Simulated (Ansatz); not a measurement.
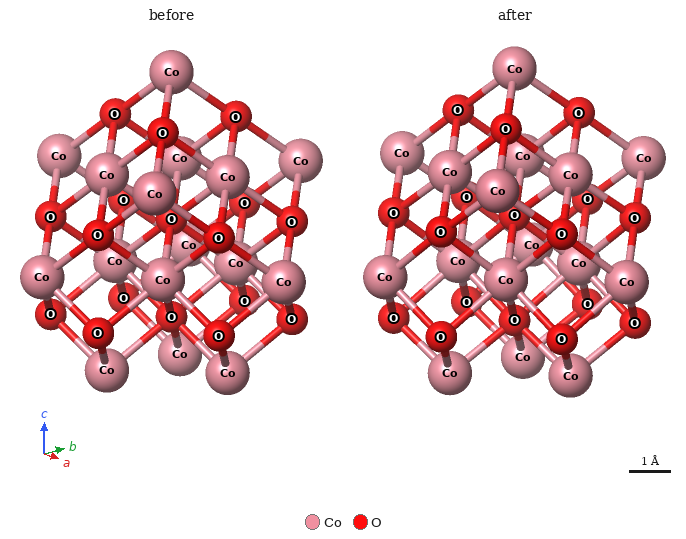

The structure of an interface cell of composition CoO before (left) and after (right) a relaxation, at one scale.

A ball-and-stick model of the atoms within 4.2 Å of the atom that moves most (axes of the cell of the calculation), seen slightly off an axis.

Case: symmetric tilt boundary Sigma 3 (1 1 1), mirror on a plane, shift [0, 0].

Level of theory: Ansatz, DFT PBE, scalar-relativistic, plane waves, PAW. Set-up: plane-wave cutoff 420 eV; k-point mesh 12 × 12 × 2; occupations gaussian; smearing width 0.1 eV; collinear spin; cell relaxed at fixed a, b, alpha, beta, gamma; force threshold 0.02 eV/Å; at most 60 steps.

### What changed between the two?

The run was cut off at its time limit before the relaxation converged, so the last structure is only a point on the way. The energy falls by 0.125 eV per cell of the calculation in 4 geometry steps. Largest force component: 0.69 eV/Å at the start, 0.024 eV/Å at the end. The pressure goes from 0.87 to −1.97 GPa. The largest moves relative to the cell, 0.071 Å, are those of O atoms. By element the largest moves are O 0.071 Å, Co 0.028 Å. The volume changes by +1.6 %, with a = b unchanged at 3.004 Å, c 29.433 → 29.893 Å (+1.6 %). Near-neighbour distances that change, for instance: Co–O 2.124 → 2.177 Å, Co–O 2.124 → 2.141 Å, Co–O 2.124 → 2.111 Å. Bond angles that change, for instance: O–Co–O 70.5° → 74.4°, O–Co–O 90.0° → 87.2°, Co–O–Co 90.0° → 87.2°. Cost: 41 min on 2 threads of Arm Neoverse V1, on a shared host, peak memory 2.3 GiB.
